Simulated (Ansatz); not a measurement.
KZnF₃

The calculation's input:

```
crystal:
  lattice:
    - [4.05, 0.0, 0.0]
    - [0.0, 4.05, 0.0]
    - [0.0, 0.0, 4.05]
  atoms:
    - { symbol: K, position: [0.0, 0.0, 0.0] }
    - { symbol: Zn, position: [0.5, 0.5, 0.5] }
    - { symbol: F, position: [0.4476217199, 0.4476217199, 0.0] }
    - { symbol: F, position: [0.0, 0.5, 0.5] }
    - { symbol: F, position: [0.5, 0.0, 0.5] }
basis:
  ecutwfc: 500
kpoints:
  mp_grid: { grid: [6, 6, 6] }
hamiltonian:
  xc: r2scan
scf:
  occupations: { method: gaussian, width: 0.05 }
output:
  forces: true
  stress: true
  eigenvalues: true
  write_density: true
  write_potential: true
  elf: true
  volumetric_format: npy
```

Run with:

```sh
ansatz run input.yaml --threads 1 --pin off --max-ram 2560MiB --backend cpu --events-out ev --progress --plain --runs-dir out
```

Below, planes, directions and counts refer to the conventional cell (a = 4.05 Å, b = 5.73 Å, c = 5.73 Å, α = 90.00°, β = 90.00°, γ = 90.00°).

Space group Amm2; changed on purpose from its base cell (atom 3 (F) moved by (-0.300, +0.000) A along [1 1 0] and z); not relaxed (largest force 0.8 eV/Å).

These are results of DFT r2SCAN, scalar-relativistic, plane waves, PAW (Ansatz), not measurements.

Core electrons are frozen (PAW), and the valence fields are smoothed inside the atomic spheres.

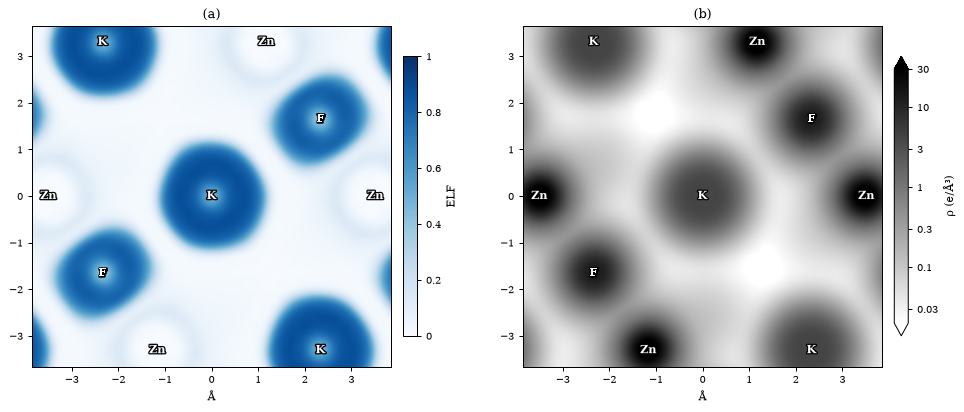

Figure 1. (a) electron localisation function; (b) valence pseudo-density on the (111) plane of the conventional cell.

**What do the fields say about this system?**

Atoms in the plane: K, Zn and F. Zn–F (2.02 Å): the density is about 0.43 e/Å³ at the midpoint; the ELF peaks at about 0.80 in the valence shell of F, 0.6 Å from its nucleus, and is about 0.10 at the midpoint (no shared electron pair shows on this line). K–F (2.86 Å): ρ at the midpoint is about 0.07 e/Å³; the ELF is about 0 at the midpoint (a closed-shell, largely ionic contact). Between the atoms the lowest density in this plane is 0.01 e/Å³. The features right at K lie inside the PAW spheres, where the map follows smoothed inner orbitals and isn't to be read closely.

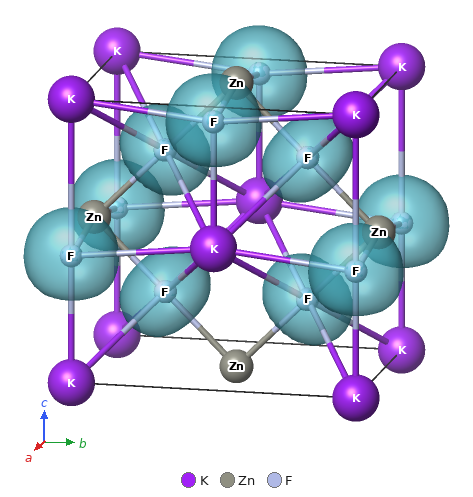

Figure 2. Isosurface of the electron localisation function at 0.6 (cyan), seen slightly off an axis. Core shells and regions of very low density are left out. Sticks mark near contacts.

**Describe the localisation domains.**

The surface consists of six regions wrapped around F (the valence shell of each), counted in one cell of 10 atoms. Any copies at cell faces, edges or corners count once. Along the contacts the grid gives the following. K–F (2.56 Å): the ELF is about 0.05 at the midpoint (a largely ionic contact).

**Metal or insulator at this level of theory?**

It is gapped, with a Kohn–Sham gap of 4.6 eV on the k-point mesh, an upper bound to the gap of this method.
